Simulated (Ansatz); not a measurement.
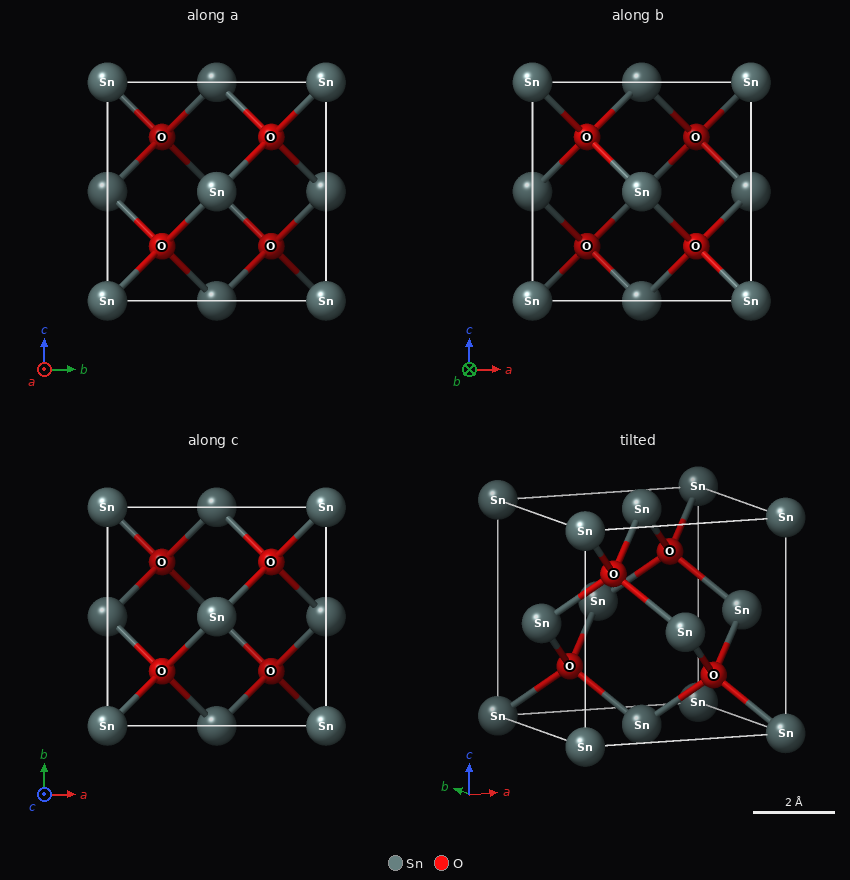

The crystal in a ball-and-stick representation, seen along the a axis, along the b axis, along the c axis and slightly off an axis. The outline marks the conventional unit cell.

Lattice parameters: a = 5.433 Å, b = 5.433 Å, c = 5.433 Å, α = 90.00°, β = 90.00°, γ = 90.00°. Put a along x and b in the xy plane.

**Put the structure into a POSCAR file.**

```
Sn O
1.0
     5.433    0.000    0.000
     0.000    5.433    0.000
     0.000    0.000    5.433
Sn O
4 4
Direct
  0.0000 0.0000 0.0000
  0.0000 0.5000 0.5000
  0.5000 0.0000 0.5000
  0.5000 0.5000 0.0000
  0.2500 0.2500 0.7500
  0.2500 0.7500 0.2500
  0.7500 0.2500 0.2500
  0.7500 0.7500 0.7500
```

The structure comes from a structure type filled with these elements by a generator (whether the compound takes this form wasn't checked). Earlier steps of the study, as a rule a relaxation of our own, may have changed the cell and positions, so they can lie some per cent off the listed ones. A calculation with Ansatz used it as input.
